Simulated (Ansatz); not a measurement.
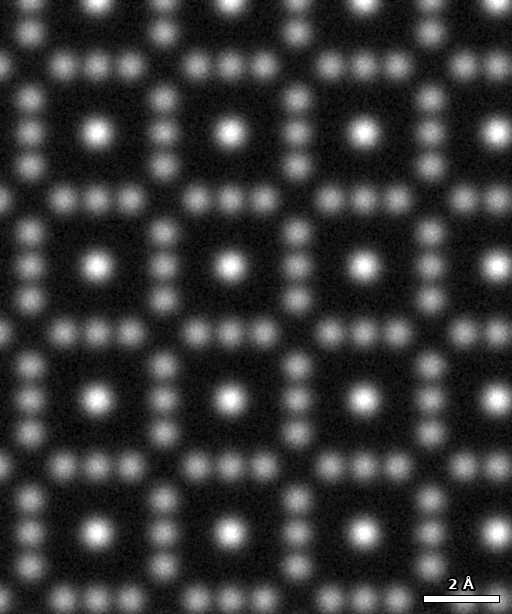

Dark-field STEM-like image of B (Pm-3n, No. 223). The image is simulated as a sum over atoms of Z^1.8, blurred by a 0.53 Å probe (no channelling). The probe carries 15 % of its weight in a tail 2.5 times as wide. The display is stretched by a gamma of 0.65; percentages refer to the linear signal. Shot noise was added. Model: a calculation's starting geometry; the starting structure was generated, so it need not be a known form of this composition.

```
B
1.0
     3.64977    0.00000    0.00000
     0.00000    3.64977    0.00000
     0.00000    0.00000    3.64977
B
8
Direct
  0.00000 0.00000 0.00000
  0.50000 0.50000 0.50000
  0.25000 0.00000 0.50000
  0.75000 0.00000 0.50000
  0.50000 0.25000 0.00000
  0.50000 0.75000 0.00000
  0.00000 0.50000 0.25000
  0.00000 0.50000 0.75000
```

> Which beam direction gives this image, [221], [211], [001] or [110]? (Directions equivalent by symmetry count as one.)

[001]. The projected cells are 1.72 × 2.72 Å, 108° for [221]; 2.11 × 2.58 Å, 90° for [211]; 3.65 × 3.65 Å, 90° for [001]; 1.82 × 2.58 Å, 90° for [110], and the image repeats as the [001] one does.
